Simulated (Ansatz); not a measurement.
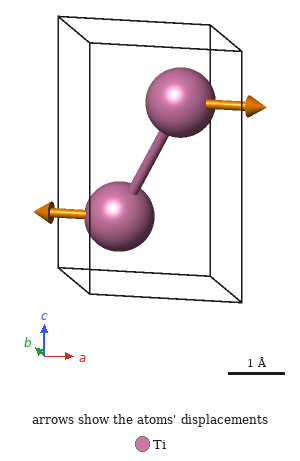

The lowest optical mode of solid Ti, space group P6₃/mmc (No. 194), at the zone centre. The orange arrows are the displacements of the atoms (eigenvector over the root of the mass), of arbitrary overall length and sign. Style: ball-and-stick. Shown: the cell of the calculation, slightly off an axis.

All numbers below come from Ansatz 0.2.0, DFT PBEsol, scalar-relativistic, plane waves, PAW.

The input:
```yaml
crystal:
  lattice:
    - [2.9021963705, 0.0, 0.0]
    - [-1.4510981852, 2.5133757836, 0.0]
    - [0.0, 0.0, 4.6020447439]
  atoms:
    - { symbol: Ti, position: [0.3333333333, 0.6666666667, 0.25] }
    - { symbol: Ti, position: [0.6666666667, 0.3333333333, 0.75] }
basis:
  ecutwfc: 420
kpoints:
  mp_grid: { grid: [18, 18, 10] }
hamiltonian:
  xc: pbesol
scf:
  occupations: { method: fermi_dirac, width: 0.15 }
output:
  eigenvalues: true
phonons:
  method: dfpt
  eigenvectors: true
```

Run as
```bash
ansatz run input.yaml --threads 1 --pin off --max-ram 3072MiB --backend cpu --events-out ev --progress --plain --runs-dir out
```

The frequencies depend somewhat on the k-mesh and the smearing.

**Is the structure stable against all modes at this point?**

Yes: this softest mode has a real frequency, and so have all others here. That speaks for this wave vector alone: the rest of the zone wasn't checked in this run. This is the E₂g mode (doubly degenerate; one member of the set is drawn) at 109 cm⁻¹, the lowest optical level, Raman-active by symmetry. All motion is along a; atoms of one kind move against one another, with no net shift of their sublattice.
